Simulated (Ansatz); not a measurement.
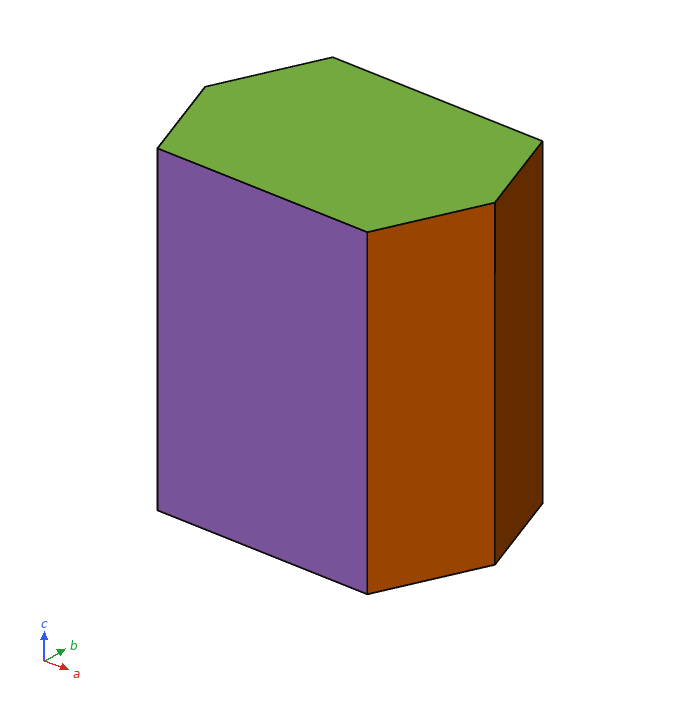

The shape was computed with the Donnay–Harker form of the Bravais–Friedel law: planes with larger spacing d grow more slowly and so show as larger faces; centring, glide planes and screw axes halve or divide d. Faces of one form share a colour. Cell of SiC: space group Cmmm (No. 65), a = 3.869 Å, b = 9.678 Å, c = 3.161 Å, α = 90.00°, β = 90.00°, γ = 90.00°. Origin: the end point of a relaxation with Ansatz 0.2.0, DFT PBE, scalar-relativistic, plane waves, PAW; the starting structure was generated, so it need not be a known form of this composition. Forms under 0.4 % of the area are left out.

Q: Give the Miller indices of each colour.

A: orange: {110} (d = 3.59 Å, 37 % of the area); purple: {020} (d = 4.84 Å, 36 % of the area); green: {001} (d = 3.16 Å, 28 % of the area).
